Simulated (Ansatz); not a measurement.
**MgSe: density, localisation and related maps**

The calculation's input:

```
crystal:
  lattice:
    - [0.0, 2.7255, 2.7255]
    - [2.7255, 0.0, 2.7255]
    - [2.7255, 2.7255, 0.0]
  atoms:
    - { symbol: Mg, position: [0.0, 0.0, 0.0] }
    - { symbol: Se, position: [0.5, 0.5, 0.5] }
basis:
  ecutwfc: 420
kpoints:
  mp_grid: { grid: [8, 8, 8] }
hamiltonian:
  xc: pbe
scf:
  occupations: { method: gaussian, width: 0.02 }
output:
  forces: true
  stress: true
  eigenvalues: true
  write_density: true
  write_potential: true
  elf: true
  volumetric_format: npy
relax:
  adjacent_minimum: "off"
  f_tol: 0.005
  max_steps: 80
  cell: { stress_tol: 0.05 }
```

Run with:

```sh
ansatz run input.yaml --threads 4 --pin off --max-ram 9216MiB --backend cpu --events-out ev --progress --plain --runs-dir out
```

Below, planes, directions and counts refer to the conventional cell (a = 5.51 Å, b = 5.51 Å, c = 5.51 Å, α = 90.00°, β = 90.00°, γ = 90.00°).

The fields are those of the relaxed geometry.

Space group Fm-3m.

Theory: Ansatz, DFT PBE, scalar-relativistic, plane waves, PAW.

The density is the valence pseudo-density of a PAW calculation; it isn't the true density close to the nuclei.

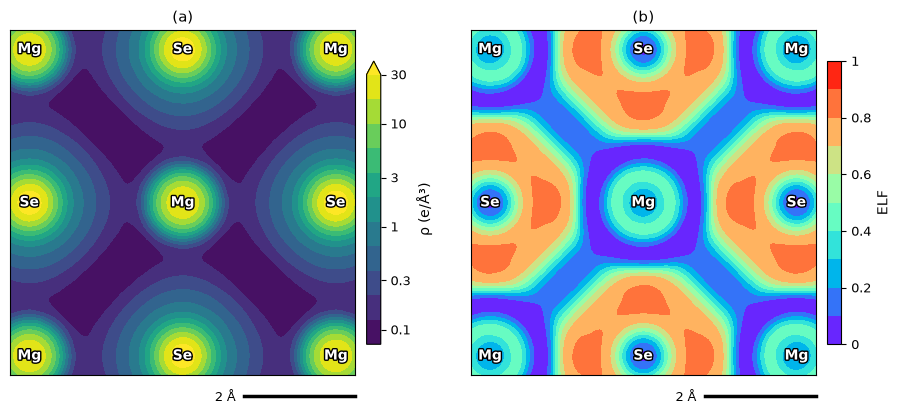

Figure 1. (a) valence charge density (pseudo); (b) electron localisation function on the (100) plane of the conventional cell.

Question: Read the bonding off the picture.

Answer:
- The section cuts through Mg and Se sites.
- Mg–Se (2.75 Å): ρ at the midpoint is about 0.25 e/Å³; the ELF is about 0.75 at the midpoint (a closed-shell, largely ionic contact).
- Between the atoms the lowest density in this plane is 0.07 e/Å³.

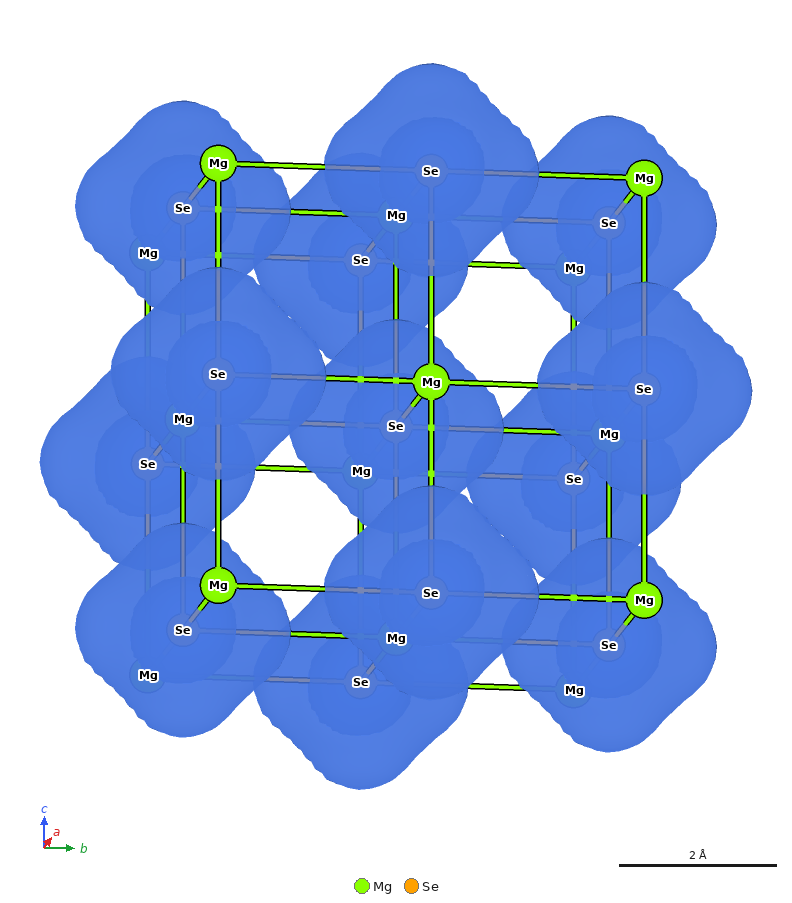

Figure 2. Isosurface of the electron localisation function at 0.75 (blue), seen at an oblique angle. Core shells and regions of very low density are left out. Sticks mark near contacts.

Question: Identify the bonds, lone pairs and shells in this picture.

Answer: At this value the surface marks out four regions wrapped around Se (the valence shell of each), counted in one cell of 8 atoms. Regions shared between cells count once.

Question: Does the calculation give a band gap?

Answer: It is gapped, with a Kohn–Sham gap of 1.8 eV on the k-point mesh, an upper bound to the gap of this method.
